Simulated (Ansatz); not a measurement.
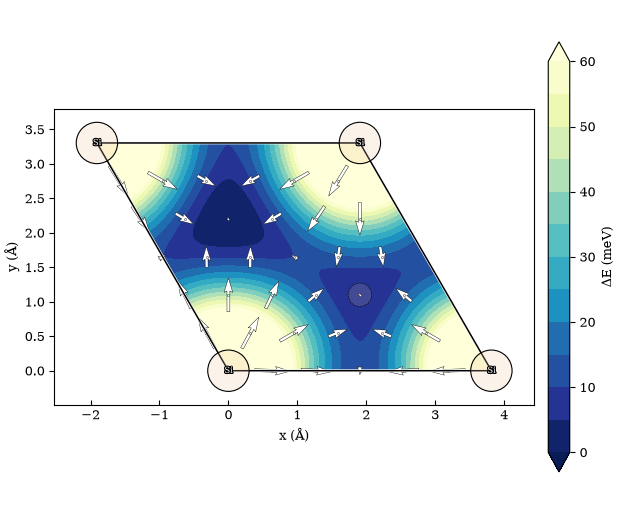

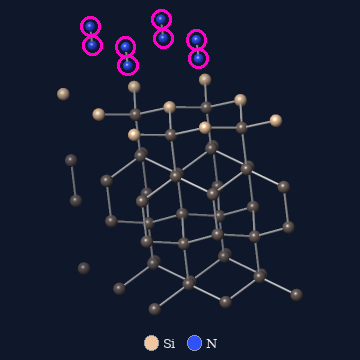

Energy landscape of N₂ on a Si(001) slab cut from the P6_3/mmc phase, its upper half relaxed before the scan (8 atoms of substrate and one adsorbate in a 1 × 1 cell). N2 is moved over the surface cell at a fixed height above a rigid substrate; the origin of the map has the adsorbate above Si8; the height is held at 3.10 Å. Places are given modulo a cell vector. The map is drawn in real space over the plane of the surface. The grid has 6 × 6 points; 10 points were computed and 26 follow by symmetry. Energies: meV, counted from the lowest grid point. With one adsorbate in each 1 × 1 cell, its nearest image is 3.8 Å away, so neighbouring adsorbates interact. At a fixed height the lowest place need not be the adsorption site. Method: Ansatz, DFT PBE+D3(BJ), scalar-relativistic, plane waves, PAW. Settings: cutoff 420 eV, k-mesh 9×9×1, gaussian smearing 0.05 eV, no spin polarisation.

In the figure: filled contours, dots at the grid points, arrows along the force (downhill), their lengths compressed, labelled circles for the atoms of the top layer and small ones for the second layer, the outline of one cell of the plane, one colour for all values above the top of the scale. Between grid points the surface is interpolated. The second picture is the structure at the lowest point; rings mark the moved atoms.

Question: Where are the wells?

Answer: The lowest grid point is at a threefold hollow, (2/6, 4/6) of the cell vectors. There is a further well near a threefold hollow over a second-layer Si atom, (4/6, 2/6) of the cell vectors (6 meV above the lowest at that grid point). The highest grid point, the top site over a surface Si atom, (0/6, 0/6) of the cell vectors, lies 125 meV above the lowest. On the interpolated surface the easiest way out of the lowest well to the well at a threefold hollow over a second-layer Si atom, (4/6, 2/6) of the cell vectors passes a barrier of about 11 meV.

Grid values (meV):

```
second ↓, first →  0/6  1/6  2/6  3/6  4/6  5/6
              5/6   88   43    9    9   43   88
              4/6   32    9    0    9   32   47
              3/6   10    9    9   10   14   14
              2/6   32   43   32   14    6   14
              1/6   88   88   47   14   14   47
              0/6  125   88   32   10   32   88
```

The whole map (10 points run) took 6.3 min on 1 thread of Arm Neoverse V1 (shared host).

PAW datasets: the set soft_1.
